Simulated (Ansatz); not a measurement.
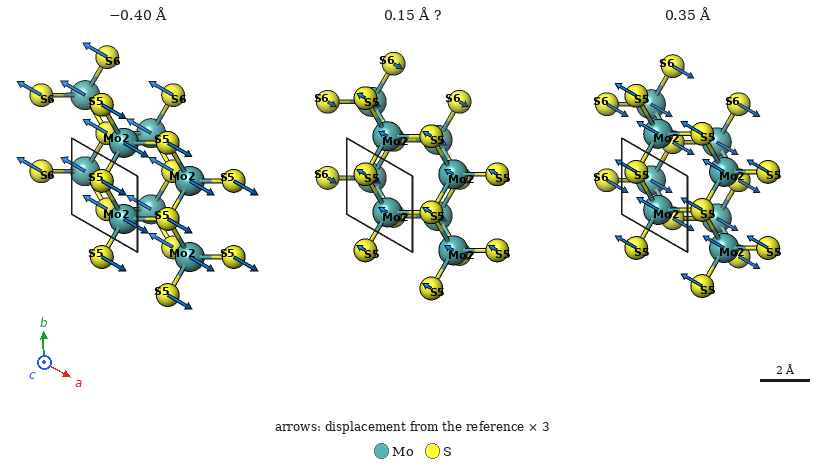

A crystal of MoS2 (P6_3/mmc): a normal mode at the zone centre (one arbitrary combination within a set of 2 degenerate modes) is frozen in with the cell fixed, the amplitude being the largest displacement of an atom. Style: ball-and-stick. Shown: the cell of the calculation, repeated 2 × 2 × 1 with one cell outlined, along the c axis. Blue arrows: displacements from the reference.

All numbers below come from DFT PBE+D3(BJ), scalar-relativistic, plane waves, PAW (Ansatz). Settings: plane-wave cutoff 420 eV; k-point mesh 12 × 12 × 4; occupations gaussian; smearing width 0.05 eV; no spin polarisation. Energies (free energies at the smearing named) are counted from the relaxed crystal.

```csv
largest displacement (Å),E − E(ref) (meV/cell)
−0.40,101.5
−0.20,28.8
0.00,0.0
0.05,1.9
0.10,7.4
0.15,?
0.25,44.0
0.30,61.7
0.35,81.0
```

### Estimate the missing energy from the other rows, and compare with the calculation.

A straight line between the two neighbours gives 19.6 meV/cell. A cubic through the four nearest rows (0.05, 0.10, 0.25, 0.30) gives, with Lagrange weights, (−0.3000)(1.9) + (1.0000)(7.4) + (0.5000)(44.0) + (−0.2000)(61.7) = 16.5 meV/cell. The calculation gives 16.5 meV/cell, so the cubic is right to the digits shown and the straight line 3.1 meV/cell too high, as the curve bends upwards here.

The whole profile:

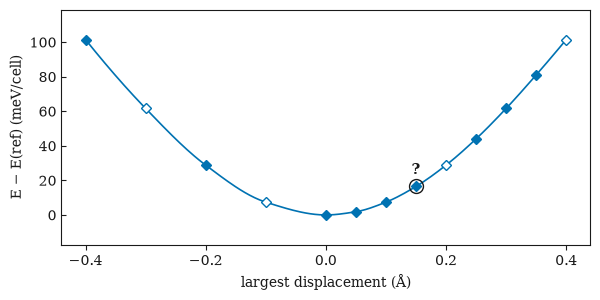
